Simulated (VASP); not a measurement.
Consider VO2.

```
V O
1.0
     4.50720    0.00000    0.00000
     0.00000    4.50720    0.00000
     0.00000    0.00000    3.04445
V O
2 4
Direct
  0.50000 0.50000 0.50000
  0.00000 0.00000 0.00000
  0.20036 0.79964 0.50000
  0.79964 0.20036 0.50000
  0.70036 0.70036 0.00000
  0.29964 0.29964 0.00000
```

Space group P4₂/mnm; a structure from a database of computed crystals, not necessarily the ambient phase; computed pressure about −8 GPa in this cell; spin-polarised.

The calculation used VASP 6.6.1, Kohn-Sham DFT of a periodic cell, PBE, VASP PAW PBE potentials, recommended.

> What will maps of the valence pseudo-density and spin density show?

V–O (1.91 Å): ρ is about 0.77 e/Å³ halfway.
V–O (1.99 Å): ρ is about 0.64 e/Å³ halfway.
The spin density sits on V: +1.1 μB (×2) in one cell of 6 atoms, with smaller moments on O (up to −0.07 μB): parallel main moments (a ferromagnetic arrangement) in this solution. The cell of the calculation (6 atoms) carries 2.0 μB of net spin moment.

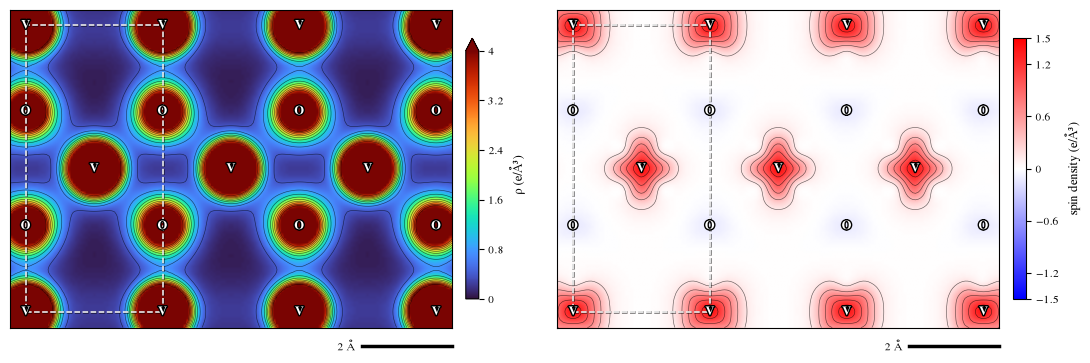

Computed valence pseudo-density and spin density on the (110) plane of the conventional cell, in this order. 

In a PAW calculation such maps are meaningful between the atoms, not at the nuclei.
